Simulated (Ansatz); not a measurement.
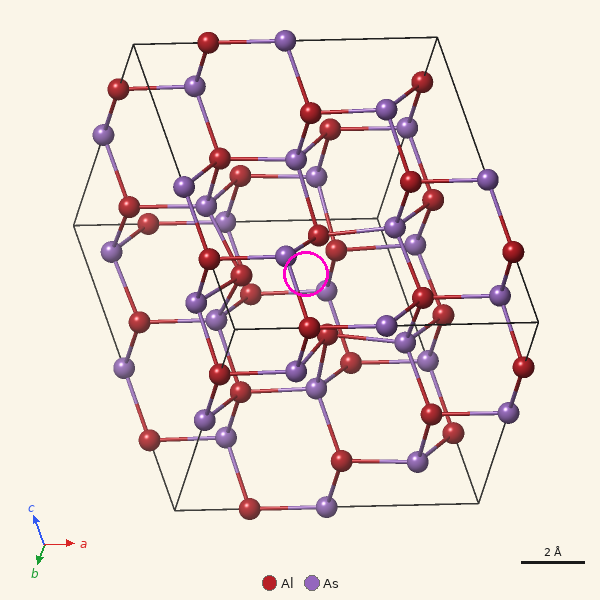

Ball-and-stick drawing of the structure, looking from a general direction. The wireframe shows the supercell. The host is AlAs, in a cell of 32 sites, and the cell carries a charge of -1. A ring marks the defect's site.

**Describe the defect.**

An arsenic vacancy. Around the empty site lie four Al at about 2.1 Å.

The atoms were relaxed in the host's cell with Ansatz, DFT PBE, scalar-relativistic, plane waves, PAW.
